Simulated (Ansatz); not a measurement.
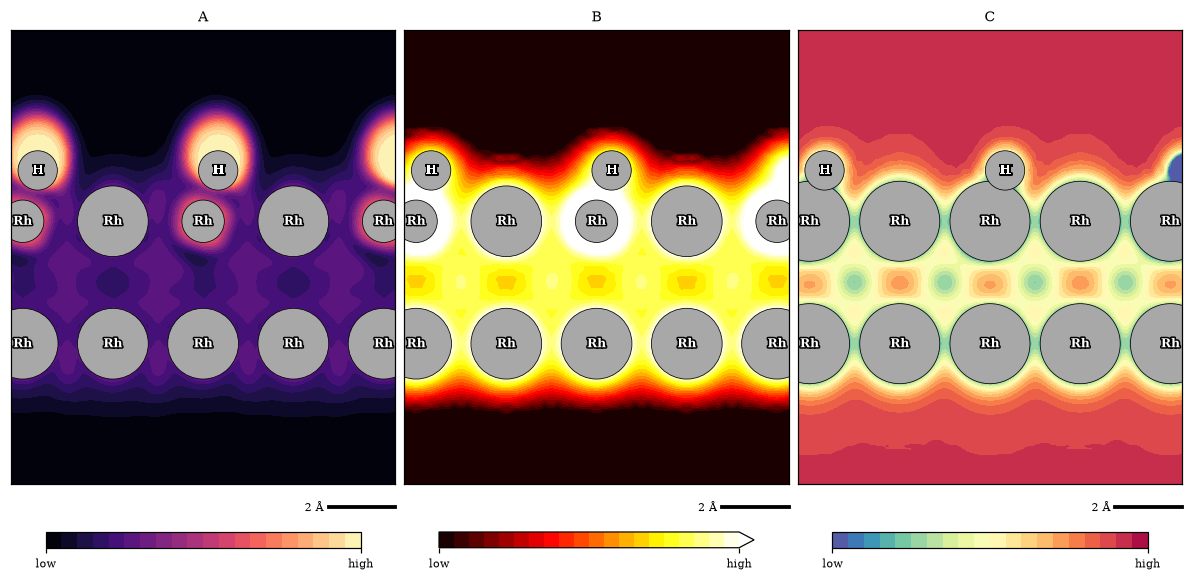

HRh₁₂ (slab): 3 fields on the (100) plane of the calculation cell, a cut from vacuum to vacuum, with unlabelled colour scales. Grey discs cover the atomic cores.

Computed without spin polarisation; PAW files of the earlier set (soft_1).

Theory: DFT PBE, scalar-relativistic, plane waves, PAW in Ansatz.

> Match the panels to the quantities (electron localisation function, electrostatic potential energy of an electron and valence pseudo-density).

Panel A: electron localisation function. Panel B: valence pseudo-density. Panel C: electrostatic potential energy of an electron (low next to the atoms, rising into the space between them). From the grid: Rh–Rh (2.71 Å): ρ is about 0.34 e/Å³ halfway; the ELF is about 0.25 at the midpoint: no localised pair shows between them.
